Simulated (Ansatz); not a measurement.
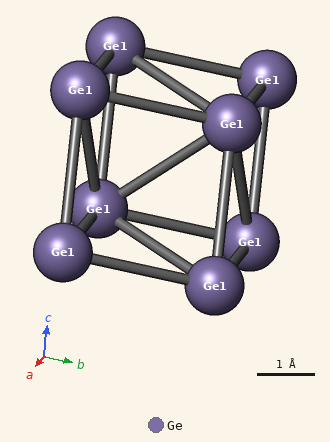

Fig. 1: The structure (ball-and-stick view of the reduced cell, seen slightly off an axis; atoms are numbered from 1 in the order of the input). An atom can appear more than once, as a periodic image. Near neighbours in the periodic cell (some may lie outside the picture): Ge has 12 Ge at 2.91 to 2.99 Å.

# What a change does: single-point calculation on Ge

System: Ge (P-1, 1 atom in the cell).
Method of run A: Kohn-Sham DFT of a periodic cell, r2SCAN50, Ansatz PAW, no spin polarisation (Ansatz 0.2.0).

The structure derives from a Materials Project entry. Text and figures count atoms from 1; the logs count them from 0 in places.

Input, run A:
```yaml
crystal:
  lattice:
    - [-0.0282083, 2.10199665, 2.11345782]
    - [2.07162474, -0.03255139, 2.11780091]
    - [2.04296056, 2.07767556, -0.00388721]
  atoms:
    - { symbol: Ge, position: [0.0, 0.0, 0.0] }
hamiltonian:
  xc: r2scan50
  pseudopotentials: { kind: paw }
kpoints:
  mp_grid: { grid: [6, 6, 6] }
scf:
  occupations: { method: fermi_dirac, width: 0.05 }
output:
  forces: true
  stress: true
  eigenvalues: true
```

Hardware: 1 × NVIDIA H100 80GB HBM3, 2 threads of AMD EPYC (Zen 3), 396 GiB of memory available, shared host.

Output, shortened to warnings, some set-up lines, iterations and results (run A):
```
Warning: output.stress: scf.convergence.dr2_threshold = 1e-7 eV (the SCF's general default) is looser than the 1e-10 eV advised for a printed stress (1e-10 eV for each atom of the cell: 1). What an SCF threshold leaves in a stress goes as its square root, and in the free energy as the threshold itself, and one threshold admits the most on a small cell: of the crystals measured, under no hybrid …
Warning: output.stress: scf.exx.energy_threshold = 1e-6 eV is looser than the 1e-8 eV advised for a stress under a hybrid functional (1e-8 eV for each atom of the cell: 1). Every SCF of the exchange loop can meet its threshold on dr2 while the loop round them stops early: no threshold on dr2 bounds what that leaves in the stress. Set scf.exx.energy_threshold to 1e-8 eV or tighter. The threshold …
Basis set: ecut = 500 eV, 493 PW (Γ), exchange–correlation on 96×96×96 points (64 copies of the dense FFT grid, shifted against one another)
Symmetry: 2 space group operations
k-points: 112 of 216
Initial density: superposition of atomic densities (neutral atoms: chi_scale 0, normalization atom), corrected by the library's trained network
[...]
SCF iter   1: F=—  HF=-4302.147652 eV  |F-HF|=—  |Δ(HF+E_count)|=         —  Δρ=6.34e-3  dr2=3.19e-3  dr2_τ=3.92e-4  ethr=1.77e-3  ⟨swp⟩=6.8  Hψ=5024  notcnv=0
SCF iter   2: F=—  HF=-4302.155123 eV  |F-HF|=—  |Δ(HF+E_count)|=   7.47e-3  Δρ=1.99e-3  dr2=6.41e-4  dr2_τ=1.31e-5  ethr=2.28e-5  ⟨swp⟩=3.9  Hψ=3832  notcnv=0  defer=14
SCF iter   3: F=—  HF=-4302.155937 eV  |F-HF|=—  |Δ(HF+E_count)|=   8.14e-4  Δρ=1.15e-3  dr2=2.30e-4  dr2_τ=1.74e-6  ethr=4.58e-6  ⟨swp⟩=3.0  Hψ=2270  notcnv=0
SCF iter   4: F=—  HF=-4302.156349 eV  |F-HF|=—  |Δ(HF+E_count)|=   4.12e-4  Δρ=1.20e-4  dr2=1.15e-6  dr2_τ=8.18e-9  ethr=7.03e-9  ⟨swp⟩=4.0  Hψ=6000  notcnv=0
SCF iter   5: F=—  HF=-4302.156350 eV  |F-HF|=—  |Δ(HF+E_count)|=   7.07e-7  Δρ=1.58e-5  dr2=5.32e-8  dr2_τ=2.60e-10  ethr=7.03e-9  ⟨swp⟩=3.0  Hψ=2297  notcnv=0
[... 28 lines ...]
SCF iter  10: F=-4300.086947 eV  HF=-4300.086947 eV  |F-HF|=1.96e-10  |Δ(HF+E_count)|=   4.29e-8  Δρ=9.86e-7  dr2=4.60e-9  dr2_τ=2.04e-12  ethr=1.50e-12  ⟨swp⟩=4.4  Hψ=3712  …
SCF 5 converged in 10 iterations: F = -4300.086947 eV  dr2 = 4.60e-9
SCF iter   1: F=—  HF=-4300.086949 eV  |F-HF|=—  |Δ(HF+E_count)|=         —  Δρ=3.90e-6  dr2=1.68e-8  dr2_τ=2.60e-11  ethr=8.68e-9  ⟨swp⟩=3.3  Hψ=2651  notcnv=0
SCF iter   2: F=-4300.086949 eV  HF=-4300.086949 eV  |F-HF|=5.69e-10  |Δ(HF+E_count)|=   4.06e-8  Δρ=2.81e-6  dr2=6.15e-9  dr2_τ=5.81e-12  ethr=9.73e-12  ⟨swp⟩=4.3  Hψ=3673  …
SCF 6 converged in 2 iterations: F = -4300.086949 eV  dr2 = 6.15e-9
  Residual-converged pass: ⟨swp⟩=1.6  Hψ=1335  notcnv=0  max |occ|·‖R‖ = 2.4e-6 eV (tolerance 2.4e-6 eV)  dr2=6.15e-9  dr2_τ=5.81e-12  dr2_onsite=1.79e-10  max |Δocc| = 6.5e-15
hybrid outer 5: dexx = +6.395e-8 eV, tail = 1.30e-8 eV, Δε = 5.55e-4 eV (about 2.16e-4 eV left of the loop's levels), ΔF = 0.00e0 eV/Å
hybrid SCF converged: 5 outer / 25 inner (+7 warm-up), last move |dexx| = 6.40e-8 eV, tail = 1.30e-8 eV
Stability not checked: this state was not tested for a lower state beside it, because the functional holds exact exchange (a hybrid, or Hartree-Fock), whose exchange loop this test does not read (fock_operator; see scf.lower_state_search)
Free energy (F): -4300.086949 eV
Frozen-core exchange: fock
Harris-Foulkes:  -4300.086949 eV  (|F-HF|=5.69e-10)
Internal energy: -4300.086305 eV  (E = F + TS)
E sigma→0 (E₀):  -4300.086627 eV
Entropy (-TS):   -0.000644 eV (-0.644 meV/atom)
Fermi energy:    11.558332 eV
--- Per-component energies (eV) ---
  E_band       = -198.787915
  E_kinetic    = 108.732989
  E_local      = -2114.184096  (includes V_loc(G=0)·N_el)
  E_nonlocal   = 417.027188
  E_hartree    = 928.364682
  E_xc         = -38.781823
  E_vxc        = -37.160908  (∫ρ·V_xc dr)
  E_exx        = -120.158312  (= α·E_x^exact, valence–valence)
  E_paw        = -1938.182777  (= ΣΔE_a)
  E_vpaw       = -191.252603  (= ΣTr[D̂ρ^β])
  E_aug_tail   = 0.000018  (compensation charges beyond the density's cutoff)
  E_vtau       = 1.636858  (kinetic-family band-sum trace: ∫τ·v_τ [+ j·A + Jᵃ·Aᵃ] dr)
  E_ewald      = -1541.710768
  E_core_change = -1.193407  (= ΣΔE_core)
  E_smearing   = -0.000644  (= −TS)
  E_closure    = 0.000000  (closes the sum)
  Σ components = -4300.086949   (vs F -4300.086949, Δ=0.00e0)
--- Forces (eV/Å), atoms counted from 1 ---
  atom   1  Ge     0.00000000     0.00000000     0.00000000
  max |Σ_I F_I| component: 0.00e0 eV/Å
--- Stress (GPa, compression-positive) ---
        3.289656      -9.875865       1.021910
       -9.875864       4.068171      -0.636935
        1.021909      -0.636935       0.601755
  P = ⅓ Tr σ = 2.6532 GPa (26.532 kbar)
```

For run B the input was changed thus:
```diff
-  xc: r2scan50
+  xc: r2scanh
```

How does run B compare with run A?

The total energies belong to different methods, so their difference says nothing on which is more stable or more accurate. The pressure goes from 2.65 to 4.24 GPa. The functional changes from r2scan50 to r2scanh. The SCF takes 29 iterations against 32. On the same kind of shared host run B took about 1.6 times as long.

Output, shortened to warnings, some set-up lines, iterations and results (run B):
```
Warning: output.stress: scf.convergence.dr2_threshold = 1e-7 eV (the SCF's general default) is looser than the 1e-10 eV advised for a printed stress (1e-10 eV for each atom of the cell: 1). What an SCF threshold leaves in a stress goes as its square root, and in the free energy as the threshold itself, and one threshold admits the most on a small cell: of the crystals measured, under no hybrid …
Warning: output.stress: scf.exx.energy_threshold = 1e-6 eV is looser than the 1e-8 eV advised for a stress under a hybrid functional (1e-8 eV for each atom of the cell: 1). Every SCF of the exchange loop can meet its threshold on dr2 while the loop round them stops early: no threshold on dr2 bounds what that leaves in the stress. Set scf.exx.energy_threshold to 1e-8 eV or tighter. The threshold …
Basis set: ecut = 500 eV, 493 PW (Γ), exchange–correlation on 96×96×96 points (64 copies of the dense FFT grid, shifted against one another)
Symmetry: 2 space group operations
k-points: 112 of 216
Initial density: superposition of atomic densities (neutral atoms: chi_scale 0, normalization atom), corrected by the library's trained network
[...]
SCF iter   1: F=—  HF=-4302.146737 eV  |F-HF|=—  |Δ(HF+E_count)|=         —  Δρ=6.21e-3  dr2=3.13e-3  dr2_τ=3.96e-4  ethr=1.77e-3  ⟨swp⟩=6.8  Hψ=5025  notcnv=0
SCF iter   2: F=—  HF=-4302.154334 eV  |F-HF|=—  |Δ(HF+E_count)|=   7.60e-3  Δρ=1.99e-3  dr2=6.55e-4  dr2_τ=1.30e-5  ethr=2.24e-5  ⟨swp⟩=3.9  Hψ=3834  notcnv=0  defer=14
SCF iter   3: F=—  HF=-4302.155152 eV  |F-HF|=—  |Δ(HF+E_count)|=   8.18e-4  Δρ=1.15e-3  dr2=2.34e-4  dr2_τ=1.71e-6  ethr=4.68e-6  ⟨swp⟩=3.0  Hψ=2269  notcnv=0
SCF iter   4: F=—  HF=-4302.155566 eV  |F-HF|=—  |Δ(HF+E_count)|=   4.14e-4  Δρ=1.18e-4  dr2=1.14e-6  dr2_τ=7.69e-9  ethr=6.90e-9  ⟨swp⟩=4.0  Hψ=6020  notcnv=0
SCF iter   5: F=—  HF=-4302.155567 eV  |F-HF|=—  |Δ(HF+E_count)|=   7.56e-7  Δρ=1.53e-5  dr2=4.97e-8  dr2_τ=2.51e-10  ethr=6.90e-9  ⟨swp⟩=3.0  Hψ=2296  notcnv=0
[... 23 lines ...]
SCF iter   1: F=—  HF=-4301.719603 eV  |F-HF|=—  |Δ(HF+E_count)|=         —  Δρ=3.01e-6  dr2=8.90e-9  dr2_τ=7.09e-12  ethr=1.03e-9  ⟨swp⟩=2.7  Hψ=2545  notcnv=0
SCF iter   2: F=—  HF=-4301.719603 eV  |F-HF|=—  |Δ(HF+E_count)|=   1.42e-8  Δρ=2.33e-6  dr2=6.33e-9  dr2_τ=2.57e-12  ethr=1.44e-11  ⟨swp⟩=2.2  Hψ=2073  notcnv=0
SCF iter   3: F=—  HF=-4301.719603 eV  |F-HF|=—  |Δ(HF+E_count)|=   4.39e-8  Δρ=1.13e-6  dr2=1.62e-9  dr2_τ=1.39e-12  ethr=8.47e-12  ⟨swp⟩=3.5  Hψ=2619  notcnv=0
SCF iter   4: F=-4301.719603 eV  HF=-4301.719603 eV  |F-HF|=7.91e-11  |Δ(HF+E_count)|=   2.24e-9  Δρ=8.65e-7  dr2=1.04e-9  dr2_τ=8.06e-13  ethr=2.00e-12  ⟨swp⟩=3.0  Hψ=2840  …
SCF 4 converged in 4 iterations: F = -4301.719603 eV  dr2 = 1.04e-9
  Residual-converged pass: ⟨swp⟩=2.0  Hψ=1967  notcnv=0  max |occ|·‖R‖ = 7.1e-7 eV (tolerance 8.6e-7 eV)  dr2=1.04e-9  dr2_τ=8.08e-13  dr2_onsite=7.39e-11  max |Δocc| = 2.5e-13
hybrid outer 3: dexx = +3.390e-7 eV, tail = 1.07e-8 eV, Δε = 2.84e-3 eV (about 1.40e-3 eV left of the loop's levels), ΔF = 0.00e0 eV/Å
hybrid SCF converged: 3 outer / 22 inner (+7 warm-up), last move |dexx| = 3.39e-7 eV, tail = 1.07e-8 eV
Stability not checked: this state was not tested for a lower state beside it, because the functional holds exact exchange (a hybrid, or Hartree-Fock), whose exchange loop this test does not read (fock_operator; see scf.lower_state_search)
Free energy (F): -4301.719603 eV
Frozen-core exchange: fock
Harris-Foulkes:  -4301.719603 eV  (|F-HF|=7.91e-11)
Internal energy: -4301.714532 eV  (E = F + TS)
E sigma→0 (E₀):  -4301.717067 eV
Entropy (-TS):   -0.005071 eV (-5.071 meV/atom)
Fermi energy:    11.490212 eV
--- Per-component energies (eV) ---
  E_band       = -133.507871
  E_kinetic    = 110.045489
  E_local      = -2112.339676  (includes V_loc(G=0)·N_el)
  E_nonlocal   = 416.334721
  E_hartree    = 925.654388
  E_xc         = -63.031805
  E_vxc        = -62.061066  (∫ρ·V_xc dr)
  E_exx        = -23.953164  (= α·E_x^exact, valence–valence)
  E_paw        = -2011.614388  (= ΣΔE_a)
  E_vpaw       = -292.474719  (= ΣTr[D̂ρ^β])
  E_aug_tail   = 0.000018  (compensation charges beyond the density's cutoff)
  E_vtau       = 3.585169  (kinetic-family band-sum trace: ∫τ·v_τ [+ j·A + Jᵃ·Aᵃ] dr)
  E_ewald      = -1541.710768
  E_core_change = -1.099346  (= ΣΔE_core)
  E_smearing   = -0.005071  (= −TS)
  E_closure    = -0.000000  (closes the sum)
  Σ components = -4301.719603   (vs F -4301.719603, Δ=0.00e0)
--- Forces (eV/Å), atoms counted from 1 ---
  atom   1  Ge     0.00000000     0.00000000     0.00000000
  max |Σ_I F_I| component: 0.00e0 eV/Å
--- Stress (GPa, compression-positive) ---
        4.771530      -7.479489       0.071616
       -7.479489       5.057124      -0.973313
        0.071616      -0.973313       2.879382
  P = ⅓ Tr σ = 4.2360 GPa (42.360 kbar)
```

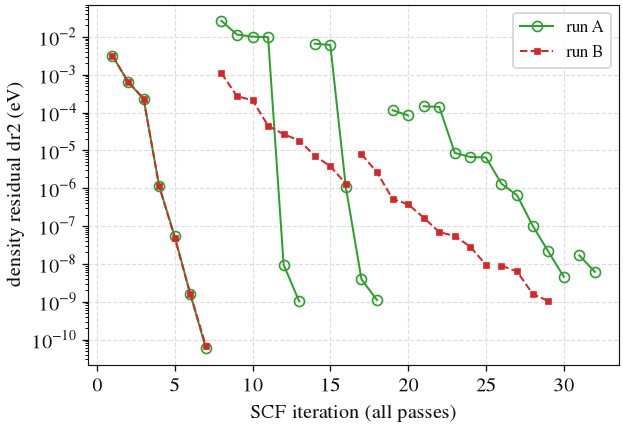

Fig. 2: Convergence of the two runs: density residual dr2 against the SCF iteration. A break in a curve parts two SCF passes. Run A takes 32 iterations in all, and run B takes 29.

The two runs side by side:

```csv
quantity,run A,run B
outcome,converged,converged
free energy per atom (eV),−4300.0869,−4301.7196
"energy per atom, smearing taken to zero (eV)",−4300.0866,−4301.7171
gap on the mesh (eV),0.00,0.00
pressure (GPa),2.65,4.24
largest force (eV/Å),0.000,0.000
SCF iterations,32,29
irreducible k-points,112,112
plane waves at Γ,493,493
wall time (shared host),22 s,36 s
```

For both runs: Warnings: the exchange loop's threshold is looser than advised for the stress; the SCF threshold is looser than advised for the printed stress.
